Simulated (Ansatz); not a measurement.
System: PbO₂, space group Fm-3m (No. 225) (one of a set of cubic test structures, which need not be the stable phase).

Method: equation of state of a cubic crystal from periodic Kohn-Sham density functional theory without spin, third-order Birch-Murnaghan fit to the free energies; pressure corrected for the finite basis (Ansatz 0.2.0 development build). Level: PBE, no spin-orbit coupling.

- structure type: fluorite
- atoms in cell: 3
- space group number: 225
- lattice centring: face-centred primitive
- k mesh: 35×35×35
- occupation method: Fermi–Dirac
- occupation width: 0.06123 eV
- wave cutoff: 420 eV
- datasets: soft-1 PAW
- density tolerance: 1e−07 eV
- bands: 17
- density cutoff ratio: 4
- search for lower states: default

Predict the energy above the lowest point against volume. The volume takes the values 12.41, 12.67, 12.94, 13.20, 13.47, 13.73, 13.99 Å³/atom.

A third-order Birch–Murnaghan fit gives V0 = 13.18 Å³/atom, B0 = 131 GPa and B′ = 5.1. The energy above the lowest point is 21.1 meV/atom at volume 12.41 Å³/atom and 18.1 meV/atom at 13.99 Å³/atom; the lowest computed point is at volume 13.20 Å³/atom (0.0 meV/atom), and no other minimum shows.

```
volume (Å³/atom)  energy above the lowest point (meV/atom)
           12.41                                      21.1
           12.67                                       8.8
           12.94                                       2.0
           13.20                                       0.0
           13.47                                       2.4
           13.73                                       8.5
           13.99                                      18.1
```

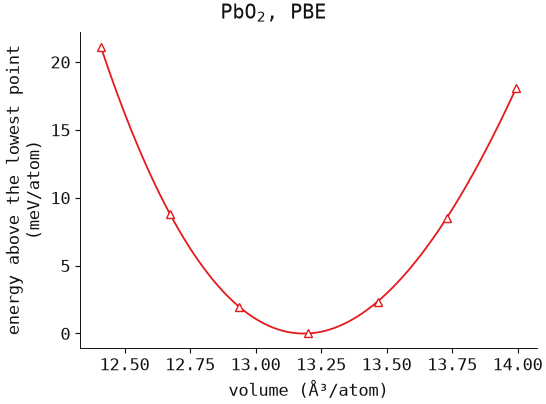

Caveats: cubic model structure, not the ambient form; no spin-orbit coupling with 6p elements.
